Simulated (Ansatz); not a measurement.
## WS2: single-point calculation

WS2 (slab, 3 atoms in the cell), computed with DFT PBE+D3(BJ), scalar-relativistic, plane waves, PAW, PAW set soft_1, no spin polarisation (Ansatz 0.2.0).

The structure derives from an entry of the Crystallography Open Database. Figures and captions count atoms from 1; the log counts them from 0 in places.

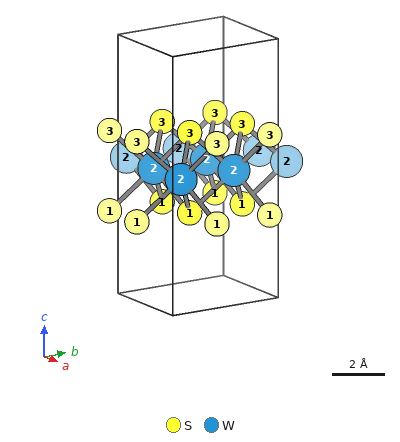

**Figure 1.** The input geometry (ball-and-stick view of the 2 × 2 repeat of the cell, with the vacuum cut short, seen slightly off an axis; neighbours outside the cell are drawn fainter; atoms are numbered from 1 in the order of the input). An atom can appear more than once, as a periodic image.

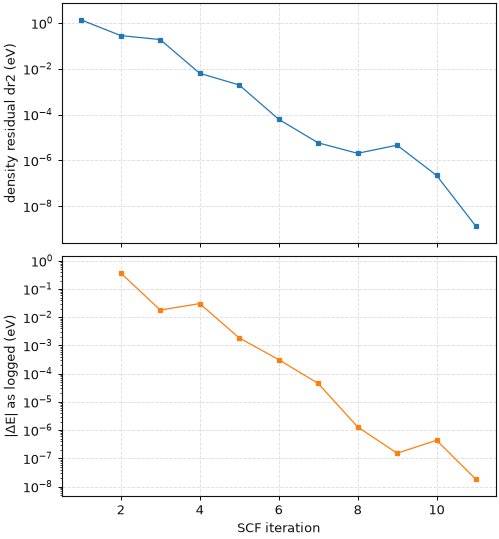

**Figure 2.** Convergence of the self-consistent field: density residual dr2 and size of the energy change against the SCF iteration. The residual comes down, with one marked jump up, by a factor of about 2.5, at step 9.

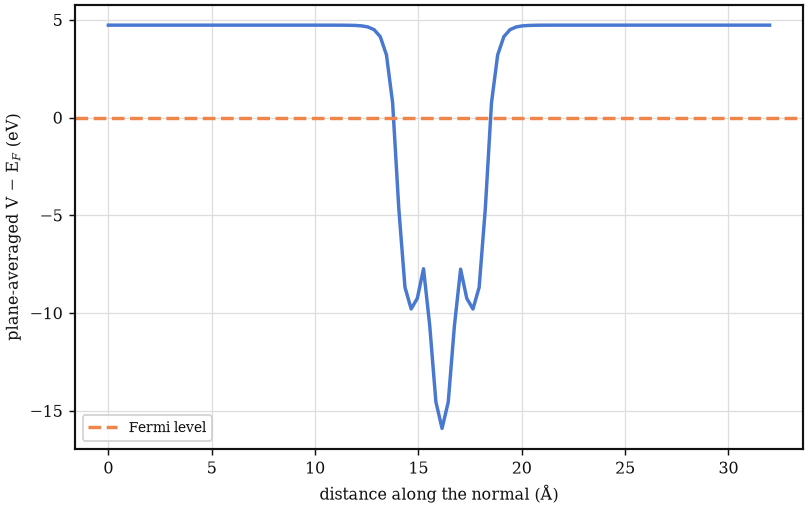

**Figure 3.** Plane average of the electrostatic potential energy of an electron across the cell, from the Fermi level. The vacuum level lies 4.73 eV above the Fermi level.

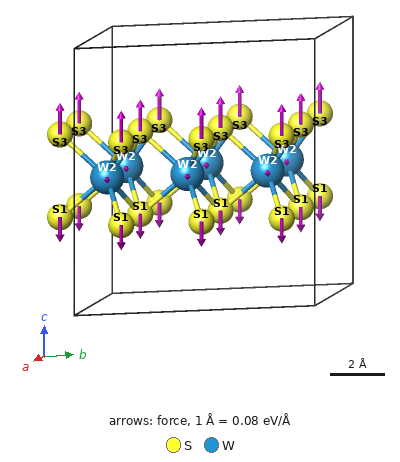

**Figure 4.** Forces on the atoms as pink arrows (ball-and-stick view of the 2 × 3 repeat of the cell, with the vacuum cut short, seen slightly off an axis; bonded neighbours outside the cell are drawn too; atoms are numbered from 1 in the order of the input). The largest act on S3 (0.10 eV/Å); S1 (0.08 eV/Å). The geometry is not a stationary point of this energy.

The input and output of the run follow.

The input:
```yaml
crystal:
  lattice:
    - [3.1571977713, 0.0, 0.0]
    - [-1.5785988857, 2.7342134748, 0.0]
    - [0.0, 0.0, 32.291087838]
  atoms:
    - { symbol: S, position: [0.3333333333, 0.6666666667, 0.4512939308] }
    - { symbol: W, position: [0.6666666667, 0.3333333333, 0.5000183653] }
    - { symbol: S, position: [0.3333333333, 0.6666666667, 0.5487060692] }
  periodic: [true, true, false]
basis:
  ecutwfc: 420
kpoints:
  mp_grid: { grid: [6, 6, 1] }
hamiltonian:
  xc: pbe
  pseudopotentials: { kind: paw, azcp: { folder: soft_1 } }
  dispersion: d3bj
scf:
  occupations: { method: gaussian, width: 0.1 }
output:
  forces: true
  stress: true
  eigenvalues: true
```

Launched with:
```bash
ansatz run input.yaml --threads 1 --pin off --max-ram 3072MiB --backend cpu --events-out ev --progress --plain --runs-dir out
```

Log:
```
Warning: at least one further symmetry operation maps every atom of the structure, as the run holds it, onto an atom to within 2.45e-5 (fractional), and is not used: no operation is sought that the atoms, as the run holds them, miss by more than 2.00e-5, twice crystal.symmetry.tolerance (1.0e-5). The run uses 6 unitary operations. The run imposes no operation that its atoms and lattice do not hold. Figures that only the operations left out would make equal are not made equal, and some can differ by far more than the structure misses those operations by: interpolated phonon frequencies and what the tetrahedron methods give by atom among them (crystal.symmetry.tolerance lists what is known). If the more symmetric structure is meant (of a frozen-density pass: in the run whose state it reads), write the positions to more decimals or symmetrise them. If the atoms are displaced on purpose, the operation is rightly left out
Engine: ansatz 0.2.0, aarch64-unknown-linux-gnu
Pseudopotentials: kind: paw
Pseudopotential: S, paw, valence charge 6, recommended cutoff 420 eV (normal), [file]
Pseudopotential: W, paw, valence charge 14, recommended cutoff 420 eV (normal), [file]
Functional definition: PBE
  parameter kappa = 0.804
  parameter beta = 0.06672455060314922
  exchange = pbe_x(kappa = kappa, mu = beta*pi^2/3)
  correlation = pbe_c(beta = beta)
Crystal: 3 atoms, lattice volume = 278.751 Å³
Basis set: ecut = 420 eV, 5387 PW (Γ), exchange–correlation on 48×48×432 points (8 copies of the dense FFT grid, shifted against one another)
Bands: 17, of which v1, the nominal top of the filled ones, is band 13 counted from 1 (12 counted from 0)
Symmetry: 6 space group operations
Space group: P3m1 (ITA 156), of the structure as read, at distance tolerance 6.5e-5 Å
k-points: 7 of 36 (time reversal used)
Non-local potential: S, projectors of the file, l = 0: 2, l = 1: 2, l = 2: 1
Non-local potential: W, projectors of the file, l = 0: 3, l = 1: 2, l = 2: 2, l = 3: 1
PAW form: soft (Blöchl's): semilocal exchange-correlation on the pseudo side does not see the compensation charge
PAW one-centre angular grid: S, 110 points (default); XC on 64 Gauss nodes
PAW one-centre angular grid: W, 590 points (default); XC on 64 Gauss nodes
Initial density: superposition of atomic densities (neutral atoms: chi_scale 0, normalization atom)
Initial wavefunctions: pseudopotential atomic-orbital guess
Functional: x = pbe(κ = 0.804, μ = 0.2195149727645171), c = pbe(β = 0.06672455060314922)
SCF iter   1: F=—  HF=-12193.870399 eV  |F-HF|=—  |Δ(HF+E_count)|=         —  Δρ=2.06e-2  dr2=1.36e0  ethr=3.10e-3  ⟨swp⟩=17.1  Hψ=1328  notcnv=0
preconditioner: auto → Resta (q_TF=auto, 1.837 Å⁻¹)  ε∞=2.1  [insulator: Δε(μ)=1.912 eV  Ē_g=9.110 eV  σ=0.100 eV  W_gap=1.00  n_scr=18 (ndim 8)  ℏωp=9.4 eV  f_vac=0.775  D(μ)=0.00/eV (n_scr^D=0)  ε∞_Penn≈2.1  vacuum switching on, ρ_ref=6.0e-3 e/Å³]
SCF iter   2: F=—  HF=-12193.499341 eV  |F-HF|=—  |Δ(HF+E_count)|=   3.71e-1  Δρ=8.51e-3  dr2=2.82e-1  ethr=3.10e-3  ⟨swp⟩=4.0  Hψ=352  notcnv=0
SCF iter   3: F=—  HF=-12193.481366 eV  |F-HF|=—  |Δ(HF+E_count)|=   1.80e-2  Δρ=5.98e-3  dr2=1.89e-1  ethr=1.08e-3  ⟨swp⟩=4.0  Hψ=269  notcnv=0
SCF iter   4: F=—  HF=-12193.450860 eV  |F-HF|=—  |Δ(HF+E_count)|=   3.05e-2  Δρ=1.94e-3  dr2=6.37e-3  ethr=7.27e-4  ⟨swp⟩=2.9  Hψ=248  notcnv=0
SCF iter   5: F=—  HF=-12193.452720 eV  |F-HF|=—  |Δ(HF+E_count)|=   1.86e-3  Δρ=6.61e-4  dr2=1.97e-3  ethr=2.45e-5  ⟨swp⟩=3.6  Hψ=292  notcnv=0
SCF iter   6: F=—  HF=-12193.452404 eV  |F-HF|=—  |Δ(HF+E_count)|=   3.16e-4  Δρ=1.88e-4  dr2=6.29e-5  ethr=7.57e-6  ⟨swp⟩=3.0  Hψ=206  notcnv=0
SCF iter   7: F=—  HF=-12193.452358 eV  |F-HF|=—  |Δ(HF+E_count)|=   4.53e-5  Δρ=4.19e-5  dr2=5.85e-6  ethr=2.42e-7  ⟨swp⟩=3.6  Hψ=275  notcnv=0
SCF iter   8: F=—  HF=-12193.452357 eV  |F-HF|=—  |Δ(HF+E_count)|=   1.30e-6  Δρ=1.75e-5  dr2=2.04e-6  ethr=2.25e-8  ⟨swp⟩=4.0  Hψ=279  notcnv=0
SCF iter   9: F=—  HF=-12193.452357 eV  |F-HF|=—  |Δ(HF+E_count)|=   1.52e-7  Δρ=1.39e-5  dr2=4.62e-6  ethr=7.84e-9  ⟨swp⟩=3.4  Hψ=217  notcnv=0
SCF iter  10: F=—  HF=-12193.452357 eV  |F-HF|=—  |Δ(HF+E_count)|=   4.35e-7  Δρ=4.52e-6  dr2=2.21e-7  ethr=7.84e-9  ⟨swp⟩=2.3  Hψ=143  notcnv=0
SCF iter  11: F=-12193.452357 eV  HF=-12193.452357 eV  |F-HF|=8.08e-10  |Δ(HF+E_count)|=   1.78e-8  Δρ=7.63e-7  dr2=1.31e-9  ethr=3.85e-10  ⟨swp⟩=11.7  Hψ=792  notcnv=0
SCF 1 converged in 11 iterations: F = -12193.452357 eV  dr2 = 1.31e-9
  greatest PAW one-centre occupation: 0.999 electrons in one spin orbital (limit 2), on the W atom at site 1 (counted from 0), in its partial waves of l = 0
SCF converged after 11 iterations
Free energy (F): -12193.452357 eV
Harris-Foulkes:  -12193.452357 eV  (|F-HF|=8.08e-10)
Internal energy: -12193.452357 eV  (E = F + TS)
E sigma→0 (E₀):  -12193.452357 eV
Fermi energy:    -4.725703 eV
--- Per-component energies (eV) ---
  E_band       = -622.198697
  E_kinetic    = 634.534626
  E_local      = -48558.067755  (includes V_loc(G=0)·N_el)
  E_nonlocal   = 43.805493
  E_hartree    = 23918.149042
  E_xc         = -446.006998
  E_vxc        = -397.488117  (∫ρ·V_xc dr)
  E_paw        = -9794.715952  (= ΣΔE_a)
  E_vpaw       = -181.279826  (= ΣTr[D̂ρ^β])
  E_aug_tail   = 0.000155  (compensation charges beyond the density's cutoff)
  E_ewald      = 22009.780688
  E_disp       = -0.931655  (pairwise vdW)
  E_smearing   = -0.000000  (= −TS)
  E_closure    = -0.000000  (closes the sum)
  Σ components = -12193.452357   (vs F -12193.452357, Δ=0.00e0)
--- Forces (eV/Å), atoms counted from 1 ---
  atom   1  S     -0.00000000     0.00000000    -0.07681544
  atom   2  W      0.00000000    -0.00000000    -0.01959322
  atom   3  S     -0.00000000     0.00000000     0.09640030
  max |Σ_I F_I| component: 8.37e-6 eV/Å
--- 2D stress c σ (N/m, compression-positive) ---
        0.319615       0.000000       0.000000
        0.000000       0.319615       0.000000
        0.000000       0.000000       0.000000
  P = ½ c Tr σ = 0.3196 N/m
--- Band table (eV; the first three rows and the last of 7) ---
  k-point 0: bands = ["-79.6285", "-43.9005", "-43.7176", "-43.7176", "-20.5406", "-18.8882", "-12.1231", "-8.5182", "-8.5182", "-7.8771", "-7.2643", "-7.2643", "-5.8105", "-2.7369", "-2.7369", "-2.5955", "-2.5955"]
  k-point 1: bands = ["-79.6238", "-43.8837", "-43.8102", "-43.7391", "-20.0859", "-18.7205", "-11.6022", "-9.5255", "-8.9010", "-8.0831", "-7.8809", "-7.1071", "-6.1047", "-3.3279", "-2.9256", "-2.8263", "-2.0216"]
  k-point 2: bands = ["-79.6144", "-43.9912", "-43.8497", "-43.7819", "-19.0169", "-18.3367", "-11.5184", "-10.2566", "-10.2099", "-8.7558", "-7.6535", "-7.2441", "-6.9288", "-3.0901", "-3.0558", "-2.0028", "-1.1508"]
  k-point 6: bands = ["-79.6073", "-43.9884", "-43.9528", "-43.8242", "-18.0078", "-17.9362", "-11.5321", "-11.1032", "-10.2269", "-9.5892", "-8.9781", "-8.1122", "-5.6853", "-3.7661", "-2.3759", "-1.5891", "-0.0156"]
```

Results in brief:

| quantity | value |
| --- | --- |
| outcome | converged |
| electrons treated | 26 |
| free energy | −12193.4524 eV |
| work function, top face | 4.73 eV |
| work function, bottom face | 4.73 eV |
| Fermi energy | −4.726 eV |
| gap on the k-point mesh | 1.92 eV |
| work function (upper face) | 4.73 eV |
| largest force (length of the vector) | 0.096 eV/Å |
| hardware | 1 thread of Arm Neoverse V1, 24 GiB of memory available, shared host |
| wall time | 4.5 s |
| peak memory | 0.38 GiB |

Spin–orbit coupling is left out, which matters for W.
